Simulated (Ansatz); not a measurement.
The structure in question:

```cif
data_structure
_symmetry_space_group_name_H-M 'F -4 3 m'
_symmetry_Int_Tables_number 216
_cell_length_a 5.6579
_cell_length_b 5.6579
_cell_length_c 5.6579
_cell_angle_alpha 90.000
_cell_angle_beta 90.000
_cell_angle_gamma 90.000
_cell_volume 181.12
loop_
_atom_site_label
_atom_site_type_symbol
_atom_site_symmetry_multiplicity
_atom_site_Wyckoff_symbol
_atom_site_fract_x
_atom_site_fract_y
_atom_site_fract_z
_atom_site_occupancy
Ga1 Ga 4 a 0.00000 0.00000 0.00000 1
As1 As 4 d 0.25000 0.25000 0.75000 1
```

Question: Describe what this structure looks like.

Answer: Formula: GaAs. Its lattice is face-centred cubic, its space group F-43m (No. 216). Its structure type: zinc blende (sphalerite type). Cell content 4 Ga, 4 As; Z = 4. The polyhedra are GaAs4 tetrahedra; they share corners. Each Ga has four As in a tetrahedral arrangement at 2.45 Å. Each As atom has four Ga in a tetrahedral arrangement at 2.45 Å around it. The bonds build a three-dimensional framework.

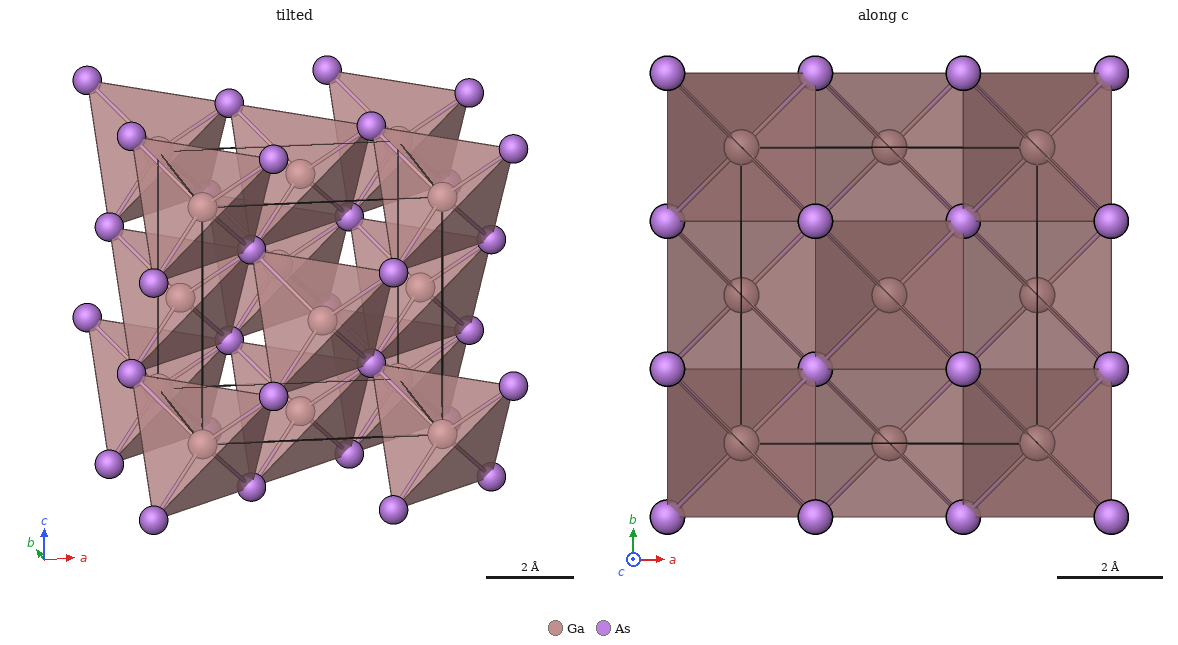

Shown here is a polyhedral view of the crystal, taken slightly off an axis and along the c axis. The parallelepiped is the conventional unit cell. Some atoms of the next cells are drawn as well.

It goes back to a structure listed in the Materials Project. Earlier steps of the study may have refined or changed the cell and positions. Ansatz was used for an electronic-structure calculation on it.
